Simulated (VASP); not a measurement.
Geometry relaxation of SrTiO3 (part 6 of 6)

SrTiO3 (P4/mmm, 5 atoms in the cell); Kohn-Sham DFT of a periodic cell, LDA, VASP PAW LDA potentials, recommended, no spin polarisation (VASP 6.6.1); cutoff 220 eV, 3×3×4 k-mesh, Gaussian smearing of 0.02 eV. The structure was built on a prototype by a generator; it need not be a known phase.

Geometry of the input (Å; fractional positions):
```
4.0281  0.0000  0.0000
0.0000  4.0281  0.0000
0.0000  0.0000  3.7786
Sr 0.0000  0.0000  0.0000
Ti 0.5000  0.5000  0.5000
O  0.5000  0.5000  0.0000
O  0.5000  0.0000  0.5000
O  0.0000  0.5000  0.5000
```

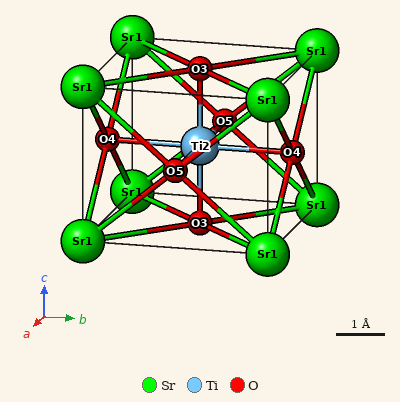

The geometry at step 7 of the log (ball-and-stick view of the cell of the calculation, seen slightly off an axis; atoms are numbered from 1 in the order of the input).

## Trajectory as extended XYZ, continued
```
5
Lattice="4.0281 0.0000 0.0000 0.0000 4.0281 0.0000 0.0000 0.0000 3.3610" Properties=species:S:1:pos:R:3:forces:R:3 step=6 energy=-47.96078
Sr    0.0000    0.0000    0.0000    0.0000   0.0000   0.0000
Ti    2.0140    2.0140    1.6805    0.0000   0.0000   0.0000
O     2.0140    2.0140    0.0000    0.0000   0.0000   0.0000
O     2.0140    0.0000    1.6805    0.0000   0.0000   0.0000
O     0.0000    2.0140    1.6805    0.0000   0.0000   0.0000
5
Lattice="4.0281 0.0000 0.0000 0.0000 4.0281 0.0000 0.0000 0.0000 3.3736" Properties=species:S:1:pos:R:3:forces:R:3 step=7 energy=-47.95937
Sr    0.0000    0.0000    0.0000    0.0000   0.0000   0.0000
Ti    2.0140    2.0140    1.6868    0.0000   0.0000   0.0000
O     2.0140    2.0140    0.0000    0.0000   0.0000   0.0000
O     2.0140    0.0000    1.6868    0.0000   0.0000   0.0000
O     0.0000    2.0140    1.6868    0.0000   0.0000   0.0000
5
Lattice="4.0281 0.0000 0.0000 0.0000 4.0281 0.0000 0.0000 0.0000 3.3644" Properties=species:S:1:pos:R:3:forces:R:3 step=8 energy=-47.96102
Sr    0.0000    0.0000    0.0000    0.0000   0.0000   0.0000
Ti    2.0140    2.0140    1.6822    0.0000   0.0000   0.0000
O     2.0140    2.0140    0.0000    0.0000   0.0000   0.0000
O     2.0140    0.0000    1.6822    0.0000   0.0000   0.0000
O     0.0000    2.0140    1.6822    0.0000   0.0000   0.0000
```

## Key numbers

- outcome: converged
- space group (tolerance 0.01 Å): P4/mmm (123)
- electrons treated: 40
- free energy: −47.9610 eV
- Fermi energy: 4.482 eV
- gap on the k-point mesh: 1.98 eV
- pressure: −81.66 GPa
- final volume: 54.59 Å³
- largest force (length of the vector) at the end: under 0.001 eV/Å
- final cell: a = 4.028 Å, b = 4.028 Å, c = 3.364 Å, α = 90.00°, β = 90.00°, γ = 90.00°
- hardware: 1 thread of Intel Xeon (Granite Rapids), 160 GiB of memory available, shared host
- wall time: 61 s
- peak memory: 0.12 GiB

## Notes

The volume changed by more than 5 % on the plane waves of the start, so the result carries a basis error; a second relaxation from the end is advised.
